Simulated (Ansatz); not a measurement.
**A series of single points on Tc**

System: Tc (2 atoms in the cell).
Method: Kohn-Sham DFT of a periodic cell, LDA, all-electron LAPW, scalar-relativistic, no spin polarisation (Ansatz 0.2.0).

The 7 runs differ only in the geometry, by an even scaling of the cell at fixed fractional positions. The structure derives from an entry of the Crystallography Open Database.

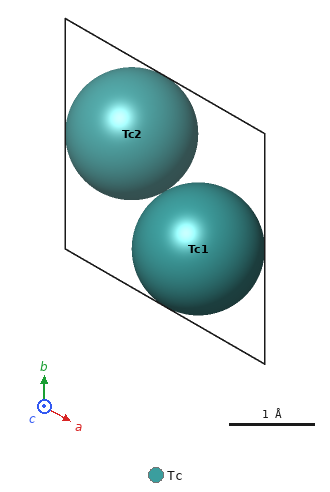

Figure 1. The structure of run 4 (spheres-only view of the cell of the calculation, along the c axis; atoms are numbered from 1 in the order of the input). An atom can appear more than once, as a periodic image.

**Input of run 4**
```yaml
crystal:
  lattice:
    - [2.74, 0.0, 0.0]
    - [-1.37, 2.3729096064, 0.0]
    - [0.0, 0.0, 4.398]
  atoms:
    - { symbol: Tc, position: [0.6666666667, 0.3333333333, 0.75] }
    - { symbol: Tc, position: [0.3333333333, 0.6666666667, 0.25] }
kpoints:
  mp_grid: { grid: [11, 11, 6] }
scf:
  occupations: { method: fermi_dirac, width: 0.05 }
hamiltonian:
  xc: lda
  pseudopotentials: { kind: all_electron, lapw: { basis_error: 0.001 } }
output:
  forces: true
  stress: true
  eigenvalues: true
```

Command:
```bash
ansatz run input.yaml --threads 1 --pin off --max-ram 3072MiB --backend cpu --events-out ev --progress --plain --runs-dir out
```

Run 2 differs from it as follows:
```diff
-    - [2.74, 0.0, 0.0]
-    - [-1.37, 2.3729096064, 0.0]
-    - [0.0, 0.0, 4.398]
+    - [2.7029684335, 0.0, 0.0]
+    - [-1.3514842167, 2.340839329, 0.0]
+    - [0.0, 0.0, 4.3385602812]
```

**Results, with one run withheld**

```csv
run,volume per atom (Å³),"free energy per atom, from the lowest run given (meV)",pressure (GPa)
1,13.440,4.22,8.69
2,13.726,?,?
3,14.011,0.00,−5.79
4,14.297,15.88,−11.89
5,14.583,42.07,−17.35
6,14.869,77.42,−22.21
7,15.155,120.99,−26.54
```

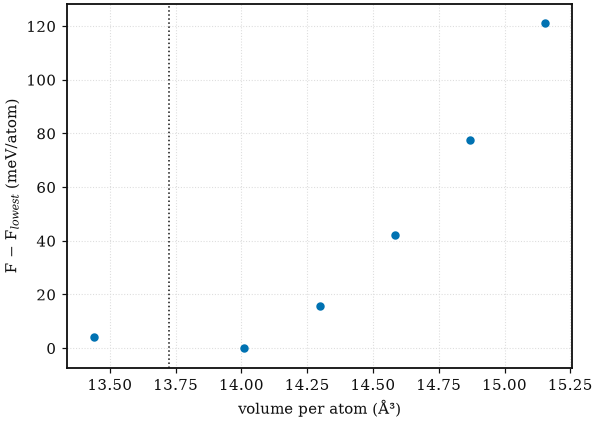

Figure 2. Free energy per atom of the runs given; the dotted line marks run 2.

Fit the runs given and predict run 2.

A cubic polynomial in V^(−2/3) (the Birch–Murnaghan form), fitted to the 6 runs given, misses them by at most 0.01 meV per atom. With x = V^(−2/3) − 0.16915 Å⁻², it reads F = 22.006 − 10684 x + 1.0696e+06 x² + 1.6227e+06 x³ (meV per atom). At run 2 it gives −4.34 meV per atom, and the run itself gives −4.35. The slope of the fit gives a pressure −dF/dV of 1.03 GPa there, and the run prints 1.05 GPa. The fit has its minimum at 13.767 Å³ per atom, where V d²F/dV² gives 343 GPa. Cell shape and fractional positions are held, so this is the stiffness under even scaling; the relaxed bulk modulus wasn't computed.

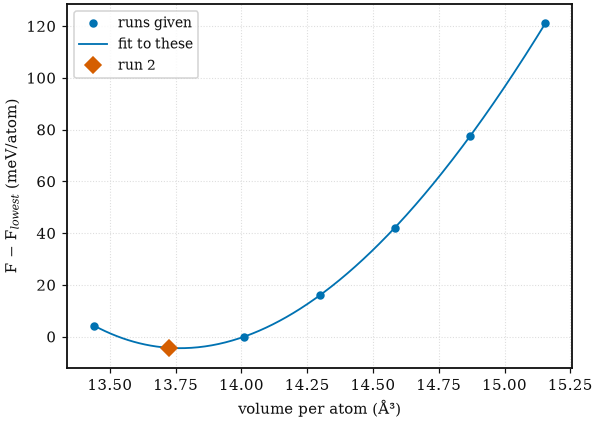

Figure 3. The fit and the withheld run.

**Output, shortened to warnings, some set-up lines, iterations and results (run 2)**
```
Basis set: ecut = 268.1907040235141 eV, 287 PW (Γ), exchange–correlation at level 2
Symmetry: 24 space group operations
k-points: 64 of 726
Initial density: superposition of atomic densities (chi_scale 0.1, normalization cell)
[...]
SCF iter   1: F=—  HF=-233019.890627 eV  |F-HF|=—  |Δ(HF+E_count)|=         —  Δρ=2.25e-2  dr2=6.32e-2  ethr=1.01e-4  ⟨swp⟩=3.0  Hψ=15693  notcnv=0
SCF iter   2: F=—  HF=-233019.588282 eV  |F-HF|=—  |Δ(HF+E_count)|=   3.02e-1  Δρ=8.41e-3  dr2=1.46e-2  ethr=1.01e-4  ⟨swp⟩=2.6  Hψ=7599  notcnv=0
SCF iter   3: F=—  HF=-233019.582367 eV  |F-HF|=—  |Δ(HF+E_count)|=   5.91e-3  Δρ=6.08e-3  dr2=7.82e-3  ethr=2.36e-5  ⟨swp⟩=2.0  Hψ=7141  notcnv=0
SCF iter   4: F=—  HF=-233019.580857 eV  |F-HF|=—  |Δ(HF+E_count)|=   1.51e-3  Δρ=2.52e-3  dr2=1.52e-3  ethr=1.26e-5  ⟨swp⟩=2.0  Hψ=7141  notcnv=0
SCF iter   5: F=—  HF=-233019.580384 eV  |F-HF|=—  |Δ(HF+E_count)|=   4.72e-4  Δρ=4.82e-4  dr2=6.18e-5  ethr=9.97e-8  ⟨swp⟩=2.0  Hψ=12106  notcnv=0
SCF iter   6: F=—  HF=-233019.580372 eV  |F-HF|=—  |Δ(HF+E_count)|=   1.28e-5  Δρ=9.01e-5  dr2=1.72e-6  ethr=9.97e-8  ⟨swp⟩=2.0  Hψ=7141  notcnv=0
SCF iter   7: F=-233019.580372 eV  HF=-233019.580372 eV  |F-HF|=1.56e-8  |Δ(HF+E_count)|=   1.66e-7  Δρ=1.75e-5  dr2=8.76e-8  ethr=2.77e-9  ⟨swp⟩=2.0  Hψ=7143  notcnv=0
SCF 1 converged in 7 iterations: F = -233019.580372 eV  dr2 = 8.76e-8
SCF converged after 7 iterations
Free energy (F): -233019.580372 eV
Harris-Foulkes:  -233019.580372 eV  (|F-HF|=1.56e-8)
Internal energy: -233019.563787 eV  (E = F + TS)
E sigma→0 (E₀):  -233019.572079 eV
Entropy (-TS):   -0.016584 eV (-8.292 meV/atom)
Fermi energy:    25.632587 eV
--- Per-component energies (eV) ---
  E_band       = -8936.242475
  E_kinetic    = 241822.353867
  E_xc         = -6775.071451
  E_electrostatic = -468066.846203  (all electrons and nuclei)
  E_smearing   = -0.016584  (= −TS)
  E_closure    = 0.000000  (closes the sum)
  E_atoms      = -232994.309816  (free atoms, spherical and without spin; not in F)
  Σ components = -233019.580372   (vs F -233019.580372, Δ=0.00e0)
  Basis errors (estimates in eV, not in F): energy 2.0e-4 per atom: plane waves 1.9e-4 (9.6e-5 summed), levels above the bands 8.4e-111, relativity 7.4e-9, radial functions 8.8e-6, core shells 1.1e-7; eigenvalues (radial functions only) 1.7e-6; not estimated: angular momenta, meshes, grids; target …
--- Forces (eV/Å), atoms counted from 1 ---
  atom   1  Tc    -0.00000000    -0.00000000    -0.00000000
  atom   2  Tc     0.00000000     0.00000000     0.00000000
  max |Σ_I F_I| component: 1.16e-18 eV/Å
--- Stress (GPa, compression-positive) ---
        1.245160       0.000000       0.000000
        0.000000       1.245160      -0.000000
        0.000000      -0.000000       0.654129
  P = ⅓ Tr σ = 1.0481 GPa (10.481 kbar)
```
